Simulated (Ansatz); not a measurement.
# Ta₆N₅ (slab): what the fields show

```
CELL_PARAMETERS angstrom
3.10882 0.00000 0.00000
-1.55441 2.69232 0.00000
0.00000 0.00000 27.69170
ATOMIC_POSITIONS crystal
Ta 0.33333 0.66667 0.27284
N 0.66667 0.33333 0.31625
Ta 0.00000 0.00000 0.36125
N 0.33333 0.66667 0.40685
Ta 0.66667 0.33333 0.45345
N 0.00000 0.00000 0.50000
Ta 0.33333 0.66667 0.54655
N 0.66667 0.33333 0.59315
Ta 0.00000 0.00000 0.63875
N 0.33333 0.66667 0.68375
Ta 0.66667 0.33333 0.72716
```

Computed without spin polarisation.

Method: Ansatz 0.2.0, DFT r2SCAN, scalar-relativistic, plane waves, PAW.

In a PAW calculation such maps are meaningful between the atoms, not at the nuclei.

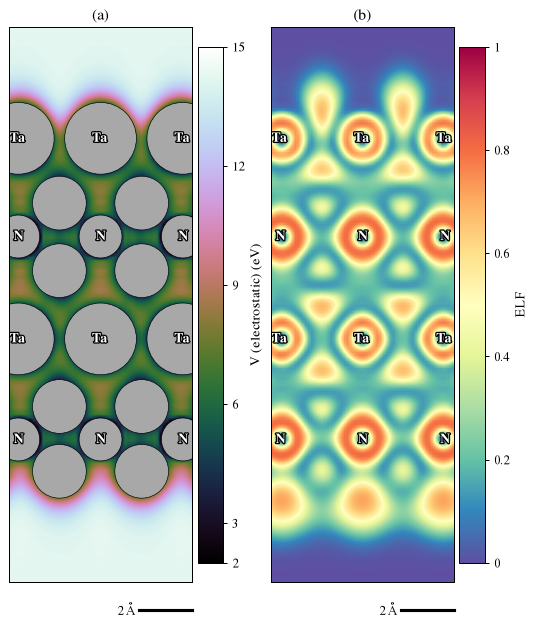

Figure 1. (a) electrostatic potential (local pseudopotential plus Hartree) felt by an electron; (b) electron localisation function on the (010) plane of the calculation cell, a cut from vacuum to vacuum. Grey discs cover the atomic cores in the potential map.

### Describe what can be read from this map.

- The section cuts through N and Ta sites.
- Atoms just off the plane (Ta, 0.9 Å away and N, 0.9 Å away) can leave unmarked features too.
- Ta–Ta (3.11 Å): the ELF is about 0.20 at the midpoint: no shared electron pair shows on this line.
- The features right at Ta lie inside the PAW spheres, where the map follows smoothed inner orbitals and isn't to be read closely.
- Outside the cores the potential energy rises away from the atoms and is highest in the vacuum; its zero is arbitrary.

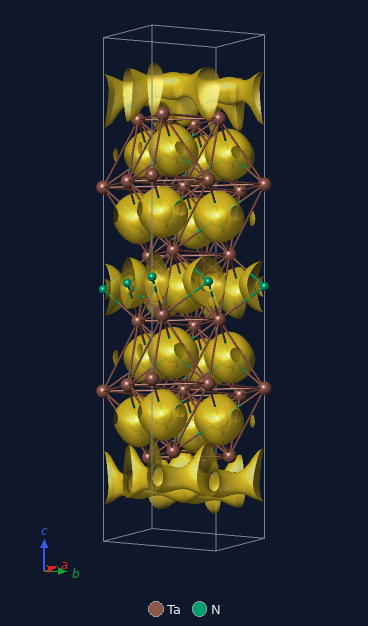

Figure 2. Isosurface of the electron localisation function at 0.6 (yellow), seen at an oblique angle. Core shells and regions of very low density are left out. Sticks mark near contacts.

### Describe the localisation domains.

The surface consists of five regions wrapped around N (the valence shell of each) and sheets that run through the cell in two directions, counted in one cell of 11 atoms. Counts are for one cell; the picture repeats the cell along the surface. Profiles from the grid: Ta–N (2.16 Å): the ELF peaks at about 0.80 in the valence shell of N, 0.6 Å from its nucleus, and drops to about 0.15 between the two atoms (no shared electron pair shows on this line). Ta–Ta (3.04 Å): the ELF is about 0.25 at the midpoint; no shared electron pair shows on this line.

### Does the calculation make it a metal, or give it a gap?

It is gapless in this calculation (a metal or semimetal).
